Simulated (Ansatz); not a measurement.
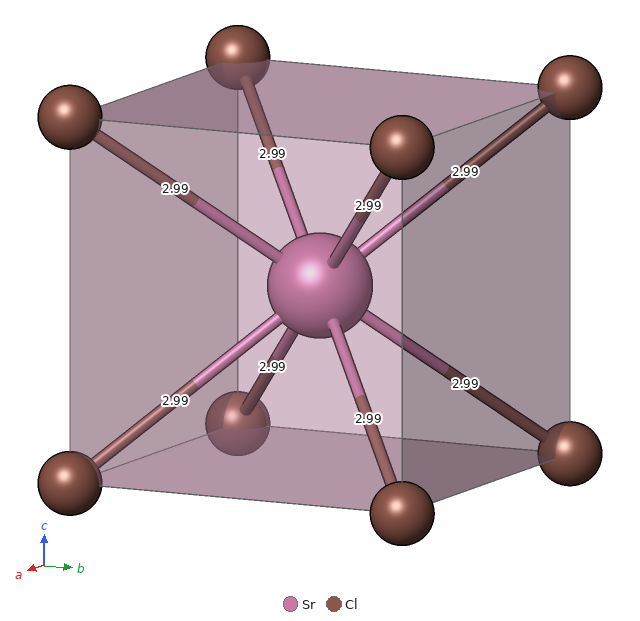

Coordination of Sr in SrCl2 (Fm-3m); bond lengths in Å. The shape measure S (0 to 100) is the computed least-squares distance from an ideal polyhedron; S = 0 means ideal. Origin: coordinates from a relaxation with Ansatz, DFT, PBEsol, plane waves, PAW.

Question: Name the coordination polyhedron and say how regular it is.

Answer: SrCl8: an essentially ideal cube (coordination number 8, S = 0.00; next best hexagonal bipyramid, S = 8.4).

Question: Does the central atom sit at the centroid of its ligands?

Answer: Yes, to within 0.01 Å; the site symmetry is m-3m.
